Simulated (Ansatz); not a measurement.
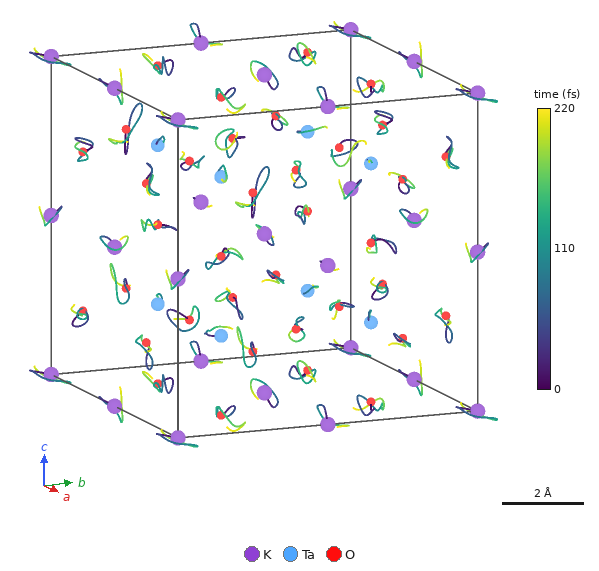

Molecular dynamics of a 40-atom cell of KTaO$_{3}$ (set up in Pm-3m), 220 fs long. Lines trace each atom's path, coloured by time; spheres stand at the starting positions. Seen slightly off an axis in the simulation cell.

Theory: Ansatz 0.2.0, DFT r2SCAN, scalar-relativistic, plane waves, PAW. Set-up: plane-wave cutoff 500 eV; k-point mesh 1 × 1 × 1; Fermi-Dirac smearing 0.05 eV; low-accuracy preset; constant energy (NVE); velocities drawn for 3000 K; time step 1 fs.

### What do the traces tell about the motion?

In the second half of the run the atoms are, in the root-mean-square, this far from where they began (common drift taken out): K 0.36 Å, O 0.35 Å, Ta 0.26 Å. Against the typical shortest distance between atoms in the first frame, about 2.0 Å these are wide excursions, but the first-neighbour bonds of the start all hold: the network flexes, or its layers or units shift against each other, without breaking. The mean temperature in the second half is 1980 K (standard deviation 178 K). The first frame carries almost no forces, so kinetic energy first flows into potential energy: the temperature drops from 3000 to 1341 K within 31 fs, and without a thermostat its mean stays below the start. The potential energy in the second half lies on average 129 meV per atom above the first frame. The total energy stays between −0.072 and 0.21 meV per atom of its start. A straight-line fit has a slope that amounts to +0.00087 meV per atom over 220 fs (under 0.1 % of the mean kinetic energy), its mean offset in the second half is under 0.1 %, and the ripple about the line is 0.2 % of the kinetic energy's fluctuation. With a drift under 2 % and a ripple under 7 %, the integration is accurate.

Limits of the set-up: the program's low-accuracy preset was used.

Cost: 13 min on 4 threads of AMD EPYC 7R13 Processor (Zen 3) (shared host), peak memory 1.2 GiB.
